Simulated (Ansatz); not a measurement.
## Band-structure calculation of MgI2 (part 2 of 2)

Continued. System: MgI2 (P-1, 3 atoms in the cell). Method: DFT, HSE06, plane waves, PAW, no spin polarisation (Ansatz 0.2.0); cutoff 420 eV, 6×6×4 k-mesh, fixed occupations. The structure was built on a prototype by a generator. The geometry comes from this level: r2scan-rvv10 (a point of a series of strains). It belongs to a series of runs on one base structure; here: shear_xy strain +2.0%.

Geometry of the input (Å; fractional positions):
```
4.1572  0.0416  0.0000
-2.0426  3.5795  0.0000
0.0000  0.0000  6.8733
Mg 0.0000  0.0000  0.0000
I  0.3333  0.6667  0.2426
I  0.6667  0.3333  0.7574
```

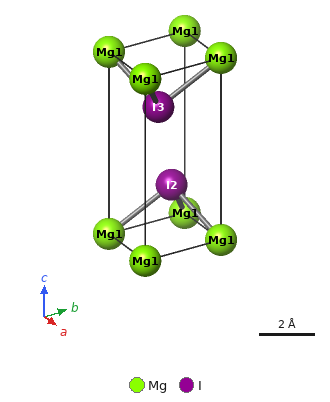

Figure 1. The structure as given in the input (ball-and-stick view of the cell of the calculation, seen slightly off an axis; atoms are numbered from 1 in the order of the input). An atom can appear more than once, as a periodic image.

Output, continued
```
  k-point 2: bands = ["-76.0321", "-41.8001", "-41.7993", "-41.7987", "-41.7982", "-41.7881", "-41.7879", "-41.7855", "-41.7854", "-41.7804", "-41.7803", "-40.9290", "-40.9268", "-40.9250", "-8.7210", "-8.3148", "1.3488", "2.6843", "3.7950", "3.8802", "3.9944", "4.0719", "9.9288", "10.0619", "11.7201", "11.9312"]
  k-point 75: bands = ["-76.0320", "-41.7999", "-41.7993", "-41.7976", "-41.7974", "-41.7886", "-41.7877", "-41.7857", "-41.7854", "-41.7799", "-41.7799", "-40.9300", "-40.9276", "-40.9249", "-7.9988", "-7.8966", "0.2603", "0.7631", "2.8306", "3.0232", "3.3530", "3.4055", "8.6794", "10.3501", "10.8823", "11.2896"]
```

File bands.tsv
```
# k_distance	band_0	band_1	band_2	band_3	band_4	band_5	band_6	band_7	band_8	band_9	band_10	band_11	band_12	band_13	band_14	band_15	band_16	band_17	band_18	band_19	band_20	band_21	band_22	band_23	band_24	band_25
# fermi_ev = 4.232636
# lock_threshold_ev = 1e-6
# [0, 0, 0] at k_distance = 0.000000
# [0.5, 0, 0] at k_distance = 0.865144
# [0.3333333333, 0.3333333333, 0] at k_distance = 1.373362
# [0, 0, 0.5] at k_distance = 2.471942
# [0.5, 0, 0.5] at k_distance = 3.337086
# [0.3333333333, 0.3333333333, 0.5] at k_distance = 3.845304
# [0.46875, -0.46875, 0.3125] at k_distance = 5.158643
# levels_relative_to = fermi_ev
# free_energy_ev = -16962.693750
# largest_residual_norms_ev = 8.372e-5 4.562e-5 5.340e-5 5.170e-5 4.529e-5 4.163e-5 5.491e-5 4.225e-5 4.277e-5 4.185e-4 5.323e-5 1.272e-4 1.315e-4 1.558e-4 2.962e-4 2.361e-4 7.457e-4 1.049e-3 7.154e-4 7.239e-4 6.119e-4 7.993e-4 1.251e-3 1.648e-3 1.552e-3 1.628e-3
0.000000	-80.264696	-46.032650	-46.032008	-46.031319	-46.030870	-46.020714	-46.020502	-46.018237	-46.017871	-46.013149	-46.012817	-45.161669	-45.159481	-45.157683	-13.125825	-12.321542	-3.828122	-0.543739	-0.458390	-0.132433	-0.058910	0.000000	4.709727	5.726653	7.682135	7.899541
0.865144	-80.264639	-46.031941	-46.031396	-46.030885	-46.030607	-46.020824	-46.020664	-46.018635	-46.017611	-46.012772	-46.012549	-45.162372	-45.160124	-45.157918	-12.341772	-12.097599	-3.884692	-3.047390	-2.058341	-1.420953	-0.975555	-0.432973	4.644592	6.405280	6.449610	8.147905
1.373362	-80.264628	-46.032021	-46.031690	-46.030430	-46.030289	-46.020909	-46.020672	-46.018317	-46.018058	-46.012586	-46.012528	-45.162125	-45.160870	-45.157669	-12.132811	-12.122275	-3.591813	-2.569714	-2.566645	-2.053635	-1.354925	-1.304748	4.848405	8.462910	8.488278	8.625640
2.471942	-80.264696	-46.032717	-46.031943	-46.031334	-46.030878	-46.020692	-46.020533	-46.018095	-46.017987	-46.013016	-46.012934	-45.161670	-45.159481	-45.157683	-12.953609	-12.547477	-2.883878	-1.548375	-0.437644	-0.352430	-0.238255	-0.160741	5.696132	5.829246	7.487478	7.698600
3.337086	-80.264640	-46.031879	-46.031477	-46.030901	-46.030604	-46.020885	-46.020642	-46.018485	-46.017816	-46.012757	-46.012545	-45.162370	-45.160126	-45.157919	-12.271193	-12.166939	-4.006705	-3.465337	-1.259024	-1.221159	-0.868358	-0.686662	4.534355	6.187872	6.611292	7.103139
3.845304	-80.264628	-46.032080	-46.031645	-46.030430	-46.030278	-46.020841	-46.020748	-46.018226	-46.018162	-46.012601	-46.012471	-45.162123	-45.160869	-45.157667	-12.126008	-12.122567	-3.399841	-3.001827	-2.988830	-2.387293	-0.616159	-0.593096	5.851874	6.749078	6.779072	8.380461
5.158643	-80.264632	-46.032479	-46.031915	-46.030229	-46.030032	-46.021251	-46.020317	-46.018334	-46.018091	-46.012593	-46.012487	-45.162670	-45.160239	-45.157579	-12.270264	-12.103259	-3.954224	-3.299578	-1.538805	-1.461056	-0.814413	-0.728426	4.385225	6.059998	6.979764	7.495091
```

File rho_z.tsv
```
# z_ang	rho[e/angstrom^3]
# format = ansatz-planar-average/11
# lattice	4.157213060	0.041572131	0.000000000
# lattice	-2.042604009	3.579466053	0.000000000
# lattice	0.000000000	0.000000000	6.873325234
# sites	3
# site	12	0.000000000	0.000000000	0.000000000
# site	53	0.024001681	2.400168079	1.667620566
# site	53	2.090607370	1.220870105	5.205704668
0.000000	9.253895e-1
0.143194	8.035891e-1
0.286389	5.338686e-1
0.429583	3.001950e-1
0.572777	1.967549e-1
0.715971	1.933784e-1
0.859166	2.296203e-1
1.002360	2.936073e-1
1.145554	4.326259e-1
1.288748	6.629191e-1
1.431943	9.104236e-1
1.575137	1.074348e0
1.718331	1.091349e0
1.861526	9.546966e-1
2.004720	7.138370e-1
2.147914	4.622049e-1
2.291108	2.880692e-1
2.434303	2.004606e-1
2.577497	1.476359e-1
2.720691	1.054029e-1
2.863886	7.417202e-2
3.007080	5.211866e-2
3.150274	3.811727e-2
3.293468	3.012647e-2
3.436663	2.775704e-2
3.579857	3.012647e-2
3.723051	3.811727e-2
3.866245	5.211866e-2
4.009440	7.417202e-2
4.152634	1.054029e-1
4.295828	1.476359e-1
4.439023	2.004606e-1
4.582217	2.880692e-1
4.725411	4.622049e-1
4.868605	7.138370e-1
5.011800	9.546966e-1
5.154994	1.091349e0
5.298188	1.074348e0
5.441382	9.104236e-1
5.584577	6.629191e-1
5.727771	4.326259e-1
5.870965	2.936073e-1
6.014160	2.296203e-1
6.157354	1.933784e-1
6.300548	1.967549e-1
6.443742	3.001950e-1
6.586937	5.338686e-1
6.730131	8.035891e-1
```

File v_z.tsv
```
# z_ang	v_es[eV]	v_tot[eV]
# format = ansatz-planar-average/11
# xc	hse06
# density_cutoff_ev	1680
# datasets	Mg=:simpson_from_first_knot:soft:fock:shift=0	I=:simpson_from_first_knot:soft:fock:shift=0
# lattice	4.157213060	0.041572131	0.000000000
# lattice	-2.042604009	3.579466053	0.000000000
# lattice	0.000000000	0.000000000	6.873325234
# sites	3
# site	12	0.000000000	0.000000000	0.000000000
# site	53	0.024001681	2.400168079	1.667620566
# site	53	2.090607370	1.220870105	5.205704668
0.000000	1.682668e-1	-6.693044e0
0.143194	5.623295e-1	-6.320146e0
0.286389	1.595697e0	-5.337748e0
0.429583	2.865863e0	-4.144671e0
0.572777	3.803532e0	-3.290934e0
0.715971	4.004262e0	-3.235142e0
0.859166	3.662793e0	-3.821925e0
1.002360	3.322030e0	-4.493772e0
1.145554	3.310632e0	-4.844972e0
1.288748	3.642567e0	-4.748076e0
1.431943	4.162897e0	-4.367523e0
1.575137	4.626672e0	-3.934685e0
1.718331	4.834351e0	-3.655132e0
1.861526	4.775832e0	-3.539758e0
2.004720	4.648640e0	-3.381643e0
2.147914	4.733187e0	-2.905156e0
2.291108	5.242897e0	-1.911026e0
2.434303	6.230455e0	-3.975730e-1
2.577497	7.522798e0	1.428485e0
2.720691	8.747812e0	3.161362e0
2.863886	9.603337e0	4.496126e0
3.007080	1.011567e1	5.453436e0
3.150274	1.042515e1	6.130299e0
3.293468	1.059039e1	6.527411e0
3.436663	1.064308e1	6.654131e0
3.579857	1.059039e1	6.527411e0
3.723051	1.042515e1	6.130299e0
3.866245	1.011567e1	5.453436e0
4.009440	9.603337e0	4.496126e0
4.152634	8.747812e0	3.161362e0
4.295828	7.522798e0	1.428485e0
4.439023	6.230455e0	-3.975730e-1
4.582217	5.242897e0	-1.911026e0
4.725411	4.733187e0	-2.905156e0
4.868605	4.648640e0	-3.381643e0
5.011800	4.775832e0	-3.539758e0
5.154994	4.834351e0	-3.655132e0
5.298188	4.626672e0	-3.934685e0
5.441382	4.162897e0	-4.367523e0
5.584577	3.642567e0	-4.748076e0
5.727771	3.310632e0	-4.844972e0
5.870965	3.322030e0	-4.493772e0
6.014160	3.662793e0	-3.821925e0
6.157354	4.004262e0	-3.235142e0
6.300548	3.803532e0	-3.290934e0
6.443742	2.865863e0	-4.144671e0
6.586937	1.595697e0	-5.337748e0
6.730131	5.623295e-1	-6.320146e0
```

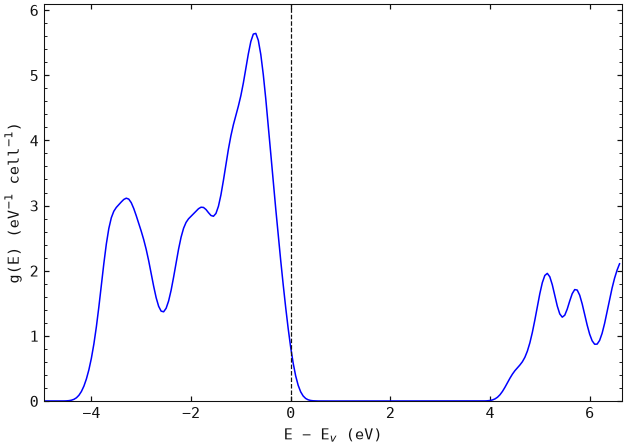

Figure 2. Density of states (the curve is built from the levels of the k mesh with Gaussians 0.4 eV wide, which also blur the band edges), with energies from the valence-band top. There is a gap of 4.41 eV on the k-point mesh. Small ripples come from the finite k-point mesh.

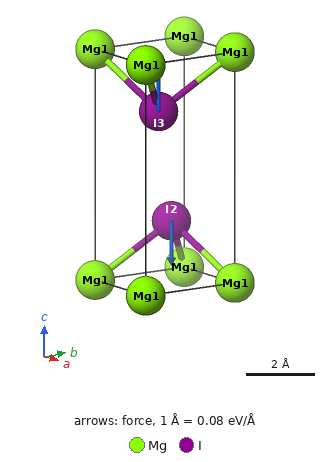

Figure 3. Forces on the atoms as blue arrows (ball-and-stick view of the cell of the calculation, seen slightly off an axis; atoms are numbered from 1 in the order of the input). The largest act on I2, I3 (0.11 eV/Å). The geometry is not a stationary point of this energy.

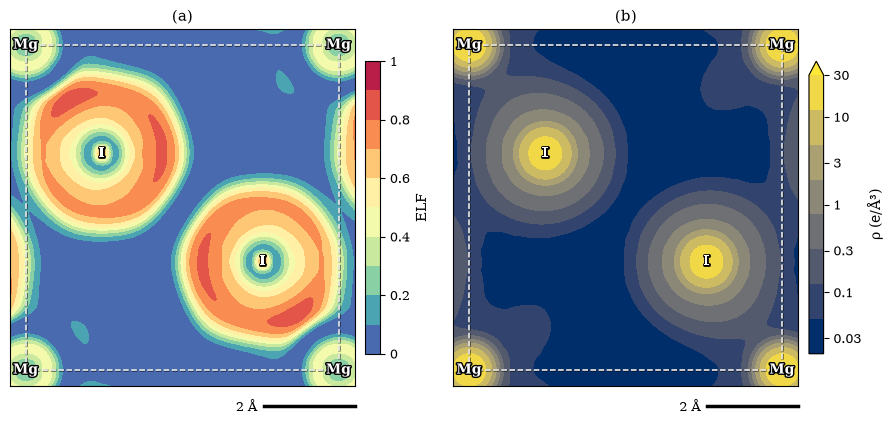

Figure 4. (a) electron localisation function; (b) valence pseudo-density on the (110) plane of the conventional cell. Mg–I (2.91 Å): ρ at the midpoint is about 0.27 e/Å³; the ELF is about 0.85 at the midpoint (two separate closed shells). Away from the nuclei the density in this plane falls to 0.005 e/Å³ at its lowest. Core electrons are frozen (PAW), so the fields are smoothed inside the atomic spheres.

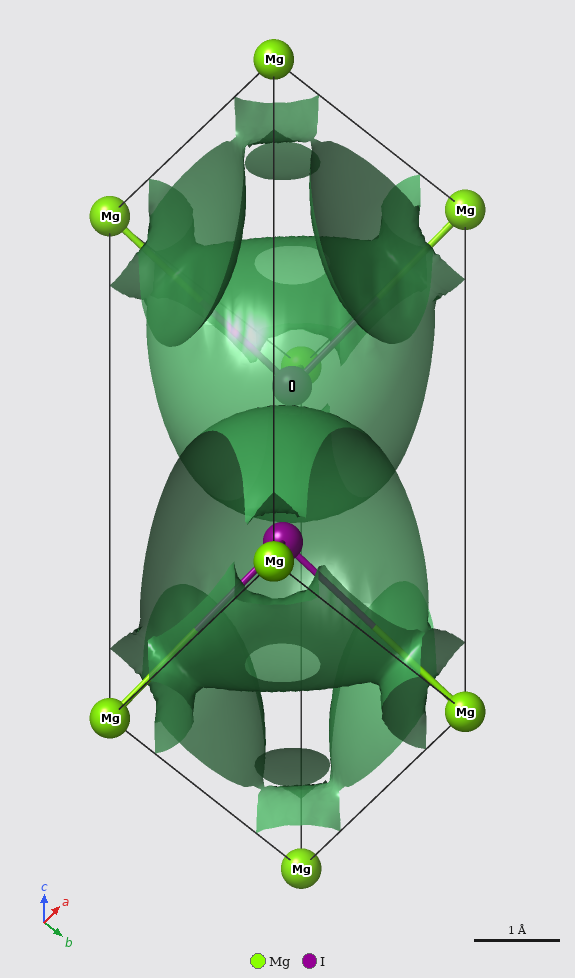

Figure 5. Isosurface of the valence electron density at 0.1 e/Å³ (green), seen at an oblique angle. Sticks mark near contacts. The outline is the cell set on symmetry axes. At this value the density is joined into sheets; it holds about 95 % of the electrons treated as valence (semicore included). On the grid the lowest density along these lines, outside the cores, is 0.14 e/Å³ (Mg–I, 2.91 Å).

Key numbers

```tsv
quantity	value
outcome	converged
space group (tolerance 0.01 Å)	P-1 (2)
electrons treated	44
free energy	−16962.6937 eV
Fermi energy	4.233 eV
gap on the k-point mesh	4.41 eV
pressure	0.44 GPa
largest force (length of the vector)	0.108 eV/Å
wall time	6.6 min (CPU time 23 min)
peak memory	3.7 GiB
```

Notes

The program warns: the exchange loop's threshold is looser than advised for the stress; the SCF threshold is looser than advised for the printed stress. Spin-orbit coupling is left out, which matters for I.
